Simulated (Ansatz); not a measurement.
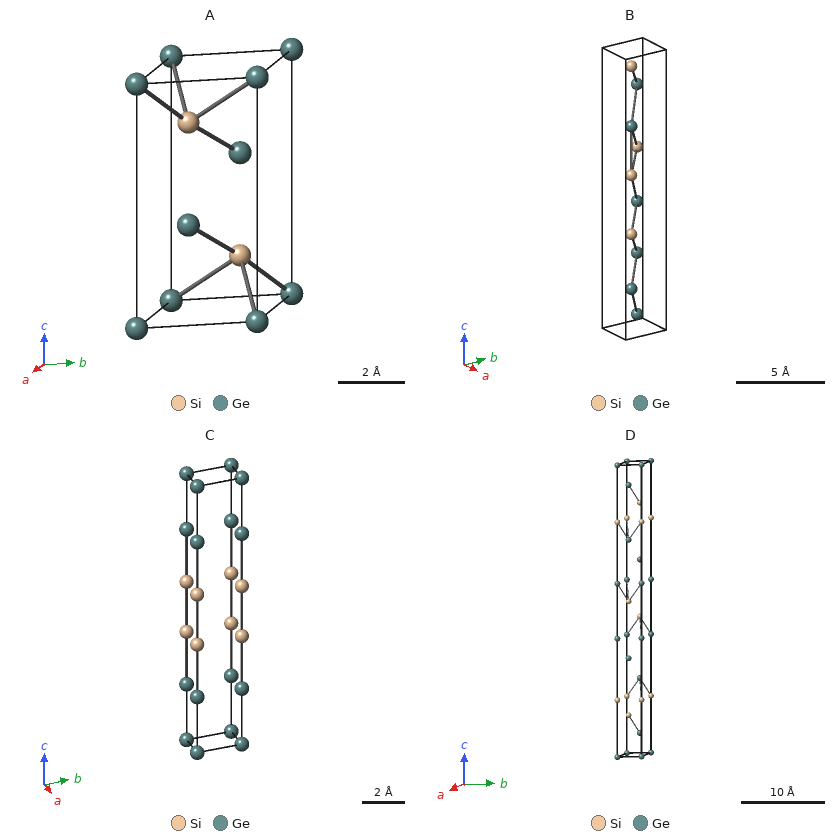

Four structures of Si2Ge3, each relaxed to rest (conventional cells in solid outline, small ones repeated, each panel with its own scale). Method: DFT PBE, scalar-relativistic, plane waves, PAW (Ansatz), without spin polarisation.

**Name the structure in each panel.**

A: 5 atoms a cell on a primitive hexagonal lattice, P-3m1; B: 10 atoms a cell on a primitive hexagonal lattice, P3m1; C: 5 atoms a cell on a primitive hexagonal lattice, P6/mmm; D: 15 atoms a cell on a rhombohedral (trigonal R) lattice, R-3m.

**Which of these is lowest in energy, and how far above it do the others lie?**

C, then A (+35 meV/atom), B (+44 meV/atom) and D (+136 meV/atom), energies at zero smearing.

**Collect the results in a table.**

| panel | structure | E − E(lowest) (meV/atom) | volume (Å³/atom) | gap (eV) |
| --- | --- | --- | --- | --- |
| C | P6/mmm | 0 | 17.7 | metal |
| A | P-3m1 | 35 | 19.0 | metal |
| B | P3m1 | 44 | 19.3 | metal |
| D | R-3m | 136 | 17.7 | metal |

Some of these may be structure types tried for this composition rather than known phases, and the most stable form need not be among them. Gaps are taken on the k-mesh or band path of each run.
